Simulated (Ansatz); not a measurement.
Structure of Ru:

```
Ru
1.0
     2.71645    0.00000    0.00000
    -1.35822    2.35251    0.00000
     0.00000    0.00000   19.44007
Ru
9
Direct
  0.00000 0.00000 0.00000
  0.33333 0.66667 0.88729
  0.00000 0.00000 0.77938
  0.66667 0.33333 0.33333
  0.00000 0.00000 0.22062
  0.66667 0.33333 0.11271
  0.33333 0.66667 0.66667
  0.66667 0.33333 0.55396
  0.33333 0.66667 0.44604
```

Basis of the simulation: coordinates from a relaxation with DFT PBE, scalar-relativistic, plane waves, PAW in Ansatz 0.2.0; the starting structure was generated, so it need not be a known form of this composition.

Where will the first 2 clear peaks of its X-ray PDF lie (peak width σ = 0.10 Å), and from which pairs do they come?

1. 2.69 Å: Ru–Ru at 2.62–2.72 Å
2. 3.81 Å: Ru–Ru at 3.77–3.83 Å

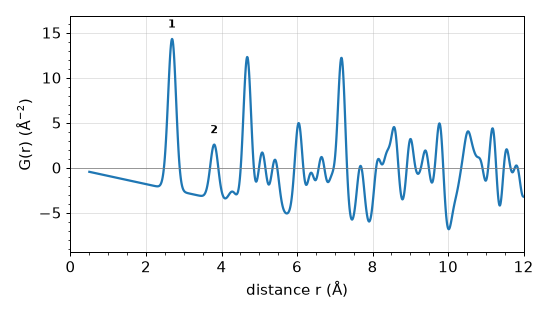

Computed X-ray G(r), with each pair weighted by the product of the atomic numbers (X-ray weights at Q = 0) and a uniform peak width σ = 0.10 Å. There is no Q-range truncation.
